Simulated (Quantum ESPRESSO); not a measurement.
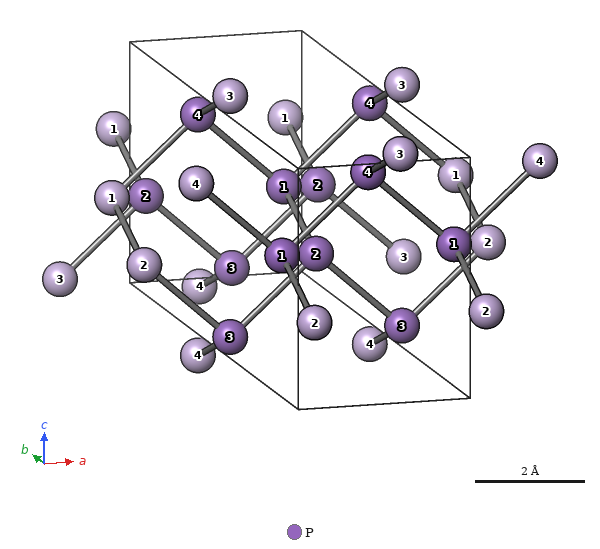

Fig. 1: The structure as given in the input (ball-and-stick view of the cell 2 times as large as that of the calculation, set on its symmetry axes, seen at an oblique angle; neighbours outside the cell are drawn fainter; atoms are numbered from 1 in the order of the input). An atom can appear more than once, as a periodic image. Near neighbours in the periodic cell (some may lie outside the picture): P has 3 P at 2.20 to 2.25 Å.

# Band-structure run, with input and output: P (part 1 of 3)

P (Cmce, 4 atoms in the cell), computed with Kohn-Sham DFT of a periodic cell, vdW-DF3-opt2, PseudoDojo 0.4.1 SR PBE standard, no spin polarisation (Quantum ESPRESSO 7.5).

The structure derives from a Materials Project entry.

Log
```
This program is part of the open-source Quantum ESPRESSO suite
     for quantum simulation of materials; please cite
         "P. Giannozzi et al., J. Phys.:Condens. Matter 21 395502 (2009);
         "P. Giannozzi et al., J. Phys.:Condens. Matter 29 465901 (2017);
         "P. Giannozzi et al., J. Chem. Phys. 152 154105 (2020);
          URL
     in publications or presentations arising from this work. More details at

     IMPORTANT: XC functional enforced from input :
     Exchange-correlation= VDW-DF3-OPT2
                           (   1   4  46   0   4   0   0)
     Any further DFT definition will be discarded
     Please, verify this is what you really want

     Message from routine setup:
     using ibrav=0 with symmetry is DISCOURAGED, use correct ibrav instead

     G-vector sticks info
     --------------------
     sticks:   dense  smooth     PW     G-vecs:    dense   smooth      PW
     Sum         899     899    307                21763    21763    4263

     Using Slab Decomposition

     bravais-lattice index     =            0
     lattice parameter (alat)  =      10.7866  a.u.
     unit-cell volume          =     552.2208 (a.u.)^3
     number of atoms/cell      =            4
     number of atomic types    =            1
     number of electrons       =        20.00
     number of Kohn-Sham states=           16
     kinetic-energy cutoff     =      44.0000  Ry
     charge density cutoff     =     176.0000  Ry
     scf convergence threshold =      8.0E-10
     mixing beta               =       0.5000
     number of iterations used =            8  plain     mixing
     Exchange-correlation= VDW-DF3-OPT2
                           (   1   4  46   0   4   0   0)

     celldm(1)=  10.786628  celldm(2)=   0.000000  celldm(3)=   0.000000
     celldm(4)=   0.000000  celldm(5)=   0.000000  celldm(6)=   0.000000

     crystal axes: (cart. coord. in units of alat)
               a(1) = (   0.288671  -0.957428   0.000000 )
               a(2) = (   0.288671   0.957428   0.000000 )
               a(3) = (   0.000000   0.000000   0.796007 )

     reciprocal axes: (cart. coord. in units 2 pi/alat)
               b(1) = (  1.732078 -0.522232  0.000000 )
               b(2) = (  1.732078  0.522232 -0.000000 )
               b(3) = ( -0.000000  0.000000  1.256271 )

     PseudoPot. # 1 for P  read from file:
     P.upf
     Pseudo is Norm-conserving + core correction, Zval =  5.0
     Generated using ONCVPSP code by D. R. Hamann
     Using radial grid of 1298 points,  6 beta functions with:
                l(1) =   0
                l(2) =   0
                l(3) =   1
                l(4) =   1
                l(5) =   2
                l(6) =   2

     atomic species   valence    mass     pseudopotential
     P                 5.00    30.97380     P ( 1.00)

      8 Sym. Ops., with inversion, found ( 4 have fractional translation)

   Cartesian axes

     site n.     atom                  positions (alat units)
         1        P      tau(   1) = (   0.2886707  -0.7738763   0.4687007  )
         2        P      tau(   2) = (   0.2886707   0.7738763   0.3273058  )
         3        P      tau(   3) = (   0.2886707  -0.1835522   0.0706975  )
         4        P      tau(   4) = (   0.2886707   0.1835522   0.7253091  )

     number of k points=    84  Fermi-Dirac smearing, width (Ry)=  0.0037
                       cart. coord. in units 2pi/alat
        k(    1) = (   0.0000000   0.0000000   0.0000000), wk =   0.0052083
        k(    2) = (   0.0000000   0.0000000   0.2093785), wk =   0.0104167
        k(    3) = (   0.0000000   0.0000000   0.4187570), wk =   0.0104167
        k(    4) = (   0.0000000   0.0000000  -0.6281355), wk =   0.0052083
        k(    5) = (   0.2165097   0.0652790   0.0000000), wk =   0.0208333
        k(    6) = (   0.2165097   0.0652790   0.2093785), wk =   0.0416667
        k(    7) = (   0.2165097   0.0652790   0.4187570), wk =   0.0416667
        k(    8) = (   0.2165097   0.0652790  -0.6281355), wk =   0.0208333
        k(    9) = (   0.4330194   0.1305581   0.0000000), wk =   0.0208333
        k(   10) = (   0.4330194   0.1305581   0.2093785), wk =   0.0416667
        k(   11) = (   0.4330194   0.1305581   0.4187570), wk =   0.0416667
        k(   12) = (   0.4330194   0.1305581  -0.6281355), wk =   0.0208333
        k(   13) = (   0.6495291   0.1958371   0.0000000), wk =   0.0208333
        k(   14) = (   0.6495291   0.1958371   0.2093785), wk =   0.0416667
        k(   15) = (   0.6495291   0.1958371   0.4187570), wk =   0.0416667
        k(   16) = (   0.6495291   0.1958371  -0.6281355), wk =   0.0208333
        k(   17) = (  -0.8660388  -0.2611161   0.0000000), wk =   0.0104167
        k(   18) = (  -0.8660388  -0.2611161   0.2093785), wk =   0.0208333
        k(   19) = (  -0.8660388  -0.2611161   0.4187570), wk =   0.0208333
        k(   20) = (  -0.8660388  -0.2611161  -0.6281355), wk =   0.0104167
        k(   21) = (   0.4330194   0.0000000   0.0000000), wk =   0.0104167
        k(   22) = (   0.4330194   0.0000000   0.2093785), wk =   0.0208333
        k(   23) = (   0.4330194   0.0000000   0.4187570), wk =   0.0208333
        k(   24) = (   0.4330194   0.0000000  -0.6281355), wk =   0.0104167
        k(   25) = (   0.6495291   0.0652790   0.0000000), wk =   0.0208333
        k(   26) = (   0.6495291   0.0652790   0.2093785), wk =   0.0416667
        k(   27) = (   0.6495291   0.0652790   0.4187570), wk =   0.0416667
        k(   28) = (   0.6495291   0.0652790  -0.6281355), wk =   0.0208333
        k(   29) = (   0.8660388   0.1305581   0.0000000), wk =   0.0208333
        k(   30) = (   0.8660388   0.1305581   0.2093785), wk =   0.0416667
        k(   31) = (   0.8660388   0.1305581   0.4187570), wk =   0.0416667
        k(   32) = (   0.8660388   0.1305581  -0.6281355), wk =   0.0208333
        k(   33) = (  -0.6495291  -0.3263951   0.0000000), wk =   0.0208333
        k(   34) = (  -0.6495291  -0.3263951   0.2093785), wk =   0.0416667
        k(   35) = (  -0.6495291  -0.3263951   0.4187570), wk =   0.0416667
        k(   36) = (  -0.6495291  -0.3263951  -0.6281355), wk =   0.0208333
        k(   37) = (  -0.4330194  -0.2611161   0.0000000), wk =   0.0208333
        k(   38) = (  -0.4330194  -0.2611161   0.2093785), wk =   0.0416667
        k(   39) = (  -0.4330194  -0.2611161   0.4187570), wk =   0.0416667
        k(   40) = (  -0.4330194  -0.2611161  -0.6281355), wk =   0.0208333
        k(   41) = (  -0.2165097  -0.1958371   0.0000000), wk =   0.0208333
        k(   42) = (  -0.2165097  -0.1958371   0.2093785), wk =   0.0416667
        k(   43) = (  -0.2165097  -0.1958371   0.4187570), wk =   0.0416667
        k(   44) = (  -0.2165097  -0.1958371  -0.6281355), wk =   0.0208333
        k(   45) = (   0.0000000  -0.1305581   0.0000000), wk =   0.0104167
        k(   46) = (   0.0000000  -0.1305581   0.2093785), wk =   0.0208333
        k(   47) = (   0.0000000  -0.1305581   0.4187570), wk =   0.0208333
        k(   48) = (   0.0000000  -0.1305581  -0.6281355), wk =   0.0104167
        k(   49) = (   0.8660388   0.0000000   0.0000000), wk =   0.0104167
        k(   50) = (   0.8660388   0.0000000   0.2093785), wk =   0.0208333
        k(   51) = (   0.8660388   0.0000000   0.4187570), wk =   0.0208333
        k(   52) = (   0.8660388   0.0000000  -0.6281355), wk =   0.0104167
        k(   53) = (   1.0825485   0.0652790   0.0000000), wk =   0.0208333
        k(   54) = (   1.0825485   0.0652790   0.2093785), wk =   0.0416667
        k(   55) = (   1.0825485   0.0652790   0.4187570), wk =   0.0416667
        k(   56) = (   1.0825485   0.0652790  -0.6281355), wk =   0.0208333
        k(   57) = (  -0.4330194  -0.3916742   0.0000000), wk =   0.0208333
        k(   58) = (  -0.4330194  -0.3916742   0.2093785), wk =   0.0416667
        k(   59) = (  -0.4330194  -0.3916742   0.4187570), wk =   0.0416667
        k(   60) = (  -0.4330194  -0.3916742  -0.6281355), wk =   0.0208333
        k(   61) = (  -0.2165097  -0.3263951   0.0000000), wk =   0.0208333
        k(   62) = (  -0.2165097  -0.3263951   0.2093785), wk =   0.0416667
        k(   63) = (  -0.2165097  -0.3263951   0.4187570), wk =   0.0416667
        k(   64) = (  -0.2165097  -0.3263951  -0.6281355), wk =   0.0208333
        k(   65) = (   0.0000000  -0.2611161   0.0000000), wk =   0.0104167
        k(   66) = (   0.0000000  -0.2611161   0.2093785), wk =   0.0208333
        k(   67) = (   0.0000000  -0.2611161   0.4187570), wk =   0.0208333
        k(   68) = (   0.0000000  -0.2611161  -0.6281355), wk =   0.0104167
        k(   69) = (   1.2990582   0.0000000   0.0000000), wk =   0.0104167
        k(   70) = (   1.2990582   0.0000000   0.2093785), wk =   0.0208333
        k(   71) = (   1.2990582   0.0000000   0.4187570), wk =   0.0208333
        k(   72) = (   1.2990582   0.0000000  -0.6281355), wk =   0.0104167
        k(   73) = (  -0.2165097  -0.4569532   0.0000000), wk =   0.0208333
        k(   74) = (  -0.2165097  -0.4569532   0.2093785), wk =   0.0416667
        k(   75) = (  -0.2165097  -0.4569532   0.4187570), wk =   0.0416667
        k(   76) = (  -0.2165097  -0.4569532  -0.6281355), wk =   0.0208333
        k(   77) = (   0.0000000  -0.3916742   0.0000000), wk =   0.0104167
        k(   78) = (   0.0000000  -0.3916742   0.2093785), wk =   0.0208333
        k(   79) = (   0.0000000  -0.3916742   0.4187570), wk =   0.0208333
        k(   80) = (   0.0000000  -0.3916742  -0.6281355), wk =   0.0104167
        k(   81) = (  -1.7320775   0.0000000   0.0000000), wk =   0.0052083
        k(   82) = (  -1.7320775   0.0000000   0.2093785), wk =   0.0104167
        k(   83) = (  -1.7320775   0.0000000   0.4187570), wk =   0.0104167
        k(   84) = (  -1.7320775   0.0000000  -0.6281355), wk =   0.0052083

     Dense  grid:    21763 G-vectors     FFT dimensions: (  48,  48,  40)

     Initial potential from superposition of free atoms

     starting charge      19.9994, renormalised to      20.0000

     %%%%%%%%%%%%%%%%%%%%%%%%%%%%%%%%%%%%%%%%%%%%%%%%%%%%%%%%%%%%%%%%%%%%%%%%
     %                                                                      %
     % You are using vdW-DF, which was implemented by the Thonhauser group. %
     % Please cite the following two papers that made this development      %
     % possible and the two reviews that describe the various versions:     %
     %                                                                      %
     %   T. Thonhauser et al., PRL 115, 136402 (2015).                      %
     %   T. Thonhauser et al., PRB 76, 125112 (2007).                       %
     %   K. Berland et al., Rep. Prog. Phys. 78, 066501 (2015).             %
     %   D.C. Langreth et al., J. Phys.: Condens. Matter 21, 084203 (2009). %
     %                                                                      %
     % If you are calculating stress with vdW-DF, please also cite:         %
     %                                                                      %
     %   R. Sabatini et al., J. Phys.: Condens. Matter 24, 424209 (2012).   %
     %                                                                      %
     %%%%%%%%%%%%%%%%%%%%%%%%%%%%%%%%%%%%%%%%%%%%%%%%%%%%%%%%%%%%%%%%%%%%%%%%

     %%%%%%%%%%%%%%%%%%%%%%%%%%%%%%%%%%%%%%%%%%%%%%%%%%%%%%%%%%%%%%%%%%%%%%%%
     %                                                                      %
     %  vdW-DF NEWS:                                                        %
     %                                                                      %
     %  * vdW-DF3 is now available. DOI: 10.1021/acs.jctc.0c00471           %
     %    use with input_dft = 'vdW-DF3-opt1' or 'vdW-DF3-opt2'             %
     %                                                                      %
     %  * Unscreened and range-separated hybrid vdW-DF-cx functionals       %
     %    DOI: 10.1063/1.4986522 and 10.1088/1361-648X/ac2ad2               %
     %    use with input_dft = 'vdW-DF-cx0'    and 'vdW-DF-ahcx'            %
     %  * Unscreened and range-separated hybrid vdW-DF2-b86r functionals    %
     %    DOI: 10.1063/1.4986522 and DOI: 10.1103/PhysRevX.12.041003        %
     %    use with input_dft = 'vdW-DF2-br0' and 'vdW-DF2-ahbr'             %
     %                                                                      %
     %%%%%%%%%%%%%%%%%%%%%%%%%%%%%%%%%%%%%%%%%%%%%%%%%%%%%%%%%%%%%%%%%%%%%%%%

     Starting wfcs are   16 randomized atomic wfcs

     Self-consistent Calculation

     iteration #  1     ecut=    44.00 Ry     beta= 0.50
     Davidson diagonalization with overlap
     ethr =  1.00E-02,  avg # of iterations =  4.2

     Threshold (ethr) on eigenvalues was too large:
     Diagonalizing with lowered threshold

     Davidson diagonalization with overlap
     ethr =  2.75E-04,  avg # of iterations =  5.0

     total energy              =     -55.46566247 Ry
     estimated scf accuracy    <       0.05858007 Ry

     iteration #  2     ecut=    44.00 Ry     beta= 0.50
     Davidson diagonalization with overlap
     ethr =  2.93E-04,  avg # of iterations =  1.0

     total energy              =     -55.46623455 Ry
     estimated scf accuracy    <       0.01146351 Ry

     iteration #  3     ecut=    44.00 Ry     beta= 0.50
     Davidson diagonalization with overlap
     ethr =  5.73E-05,  avg # of iterations =  2.4

     total energy              =     -55.46672725 Ry
     estimated scf accuracy    <       0.00024801 Ry

     iteration #  4     ecut=    44.00 Ry     beta= 0.50
     Davidson diagonalization with overlap
     c_bands:  1 eigenvalues not converged
     ethr =  1.24E-06,  avg # of iterations =  7.2

     total energy              =     -55.46680609 Ry
     estimated scf accuracy    <       0.00003412 Ry

     iteration #  5     ecut=    44.00 Ry     beta= 0.50
     Davidson diagonalization with overlap
     ethr =  1.71E-07,  avg # of iterations =  2.0

     total energy              =     -55.46681159 Ry
     estimated scf accuracy    <       0.00000214 Ry

     iteration #  6     ecut=    44.00 Ry     beta= 0.50
     Davidson diagonalization with overlap
     ethr =  1.07E-08,  avg # of iterations =  2.4

     total energy              =     -55.46681211 Ry
     estimated scf accuracy    <       0.00000018 Ry

     iteration #  7     ecut=    44.00 Ry     beta= 0.50
     Davidson diagonalization with overlap
     ethr =  9.16E-10,  avg # of iterations =  2.4

     total energy              =     -55.46681214 Ry
     estimated scf accuracy    <       0.00000002 Ry

     iteration #  8     ecut=    44.00 Ry     beta= 0.50
     Davidson diagonalization with overlap
     ethr =  7.78E-11,  avg # of iterations =  3.2

     total energy              =     -55.46681215 Ry
     estimated scf accuracy    <          5.3E-09 Ry

     iteration #  9     ecut=    44.00 Ry     beta= 0.50
     Davidson diagonalization with overlap
     ethr =  2.67E-11,  avg # of iterations =  2.1

     End of self-consistent calculation

          k = 0.0000 0.0000 0.0000 (  2733 PWs)   bands (ev):

    -9.0339  -6.2782  -3.0098   0.0173   1.8650   1.8961   2.7126   3.9666
     4.1996   5.5719   7.3572   7.8188   8.6987   9.6210  12.1780  13.0153

          k = 0.0000 0.0000 0.2094 (  2728 PWs)   bands (ev):

    -8.8919  -6.5110  -2.9858  -0.2536   1.5200   2.4476   2.8158   4.1230
     4.6872   4.7917   7.8514   8.4412   8.4712   9.4742  11.4738  12.2181

          k = 0.0000 0.0000 0.4188 (  2730 PWs)   bands (ev):

    -8.4800  -7.1186  -2.7100  -1.1219   1.6661   3.1028   3.4145   3.7536
     3.8795   5.7263   8.0401   8.1923   9.3703   9.9208  10.4352  11.8170

          k = 0.0000 0.0000-0.6281 (  2758 PWs)   bands (ev):

    -7.8495  -7.8495  -2.0542  -2.0542   2.3752   2.3752   3.4993   3.4993
     5.1343   5.1343   8.2270   8.2270   9.6791   9.6791  11.3605  11.3605

          k = 0.2165 0.0653 0.0000 (  2736 PWs)   bands (ev):

    -8.8419  -6.0960  -3.0956   0.1869   1.4763   1.8089   2.0423   3.4869
     4.0591   5.6770   7.5532   8.7470   9.2157  10.0270  11.1788  11.4545

          k = 0.2165 0.0653 0.2094 (  2737 PWs)   bands (ev):

    -8.7010  -6.3323  -3.0293  -0.1627   1.4286   1.6395   2.8346   3.1502
     4.7513   4.8432   8.3860   8.7480   9.2782   9.9129  10.4370  11.8261

          k = 0.2165 0.0653 0.4188 (  2724 PWs)   bands (ev):

    -8.2924  -6.9410  -2.6961  -1.0783   1.7400   1.8701   2.7406   3.6052
     4.1343   5.3274   9.0089   9.1695   9.4829   9.7902  10.1496  11.8154

          k = 0.2165 0.0653-0.6281 (  2728 PWs)   bands (ev):

    -7.6672  -7.6672  -2.0153  -2.0153   2.2321   2.2321   2.5781   2.5781
     5.1411   5.1411   8.8720   8.8720  10.0139  10.0139  11.1833  11.1833

          k = 0.4330 0.1306 0.0000 (  2728 PWs)   bands (ev):

    -8.2723  -5.5499  -3.6018  -0.0156   0.6570   0.7872   2.4429   3.2345
     4.1955   5.6023   7.3759   8.2497   9.2851   9.5705  10.7024  11.7796

          k = 0.4330 0.1306 0.2094 (  2726 PWs)   bands (ev):

    -8.1355  -5.8108  -3.4042  -0.4498   0.5251   0.9582   2.6810   3.1620
     4.3163   5.0868   7.8541   8.5655   8.9368   9.9794  11.5599  11.9045

          k = 0.4330 0.1306 0.4188 (  2731 PWs)   bands (ev):

    -7.7397  -6.4284  -2.8868  -1.2640   0.4433   1.0993   2.4322   3.7062
     4.2948   4.4630   8.2566   9.1143   9.7048  10.8848  11.4793  12.3601

          k = 0.4330 0.1306-0.6281 (  2716 PWs)   bands (ev):

    -7.1350  -7.1350  -2.1398  -2.1398   0.7341   0.7341   2.9680   2.9680
     4.4443   4.4443   9.0604   9.0604  10.4565  10.4565  12.0450  12.0450

          k = 0.6495 0.1958 0.0000 (  2719 PWs)   bands (ev):

    -7.3487  -4.7547  -4.6424  -1.8032   0.7334   1.2125   2.9531   3.4588
     4.0337   4.9509   7.1792   7.9240   8.1611   9.1821   9.4959  10.8862

          k = 0.6495 0.1958 0.2094 (  2715 PWs)   bands (ev):

    -7.2233  -5.1789  -4.2156  -1.9502   0.4432   1.2298   2.8365   3.2011
     3.9672   5.0572   7.6943   7.9943   8.5271   9.0456  10.6949  10.7845

          k = 0.6495 0.1958 0.4188 (  2718 PWs)   bands (ev):

    -6.8649  -5.7310  -3.6562  -2.3875   0.2493   1.0309   2.2231   2.9951
     4.0722   5.0195   8.1355   8.7897   9.4247   9.8643  10.9473  12.2958

          k = 0.6495 0.1958-0.6281 (  2702 PWs)   bands (ev):

    -6.3322  -6.3322  -3.0131  -3.0131   0.5140   0.5140   2.4373   2.4373
     4.5279   4.5279   9.1355   9.1355   9.6927   9.6927  12.4481  12.4481

          k =-0.8660-0.2611 0.0000 (  2716 PWs)   bands (ev):

    -6.1277  -6.1277  -3.3833  -3.3833   1.2004   1.2004   3.4101   3.4101
     4.1587   4.1587   7.4299   7.4299   8.2262   8.2262  10.0934  10.0934

          k =-0.8660-0.2611 0.2094 (  2716 PWs)   bands (ev):

    -6.0458  -6.0458  -3.4541  -3.4541   1.0392   1.0392   2.8718   2.8718
     4.5663   4.5663   7.5085   7.5085   9.1071   9.1071   9.9429   9.9429

          k =-0.8660-0.2611 0.4188 (  2718 PWs)   bands (ev):

    -5.8562  -5.8562  -3.6415  -3.6415   0.9363   0.9363   2.0487   2.0487
     4.8753   4.8753   8.3956   8.3956   9.2937   9.2937  11.1424  11.1424

          k =-0.8660-0.2611-0.6281 (  2700 PWs)   bands (ev):

    -5.7426  -5.7426  -3.7640  -3.7640   1.1227   1.1227   1.4884   1.4884
     4.9834   4.9834   8.4237   8.4237  10.2078  10.2078  11.6824  11.6824

          k = 0.4330 0.0000 0.0000 (  2727 PWs)   bands (ev):

    -8.2898  -5.5040  -3.6007  -0.0319   0.5939   0.7829   2.4981   3.3233
     4.0986   5.5324   7.5375   8.0695   9.1820   9.4900  10.6337  11.9129

          k = 0.4330 0.0000 0.2094 (  2729 PWs)   bands (ev):
```
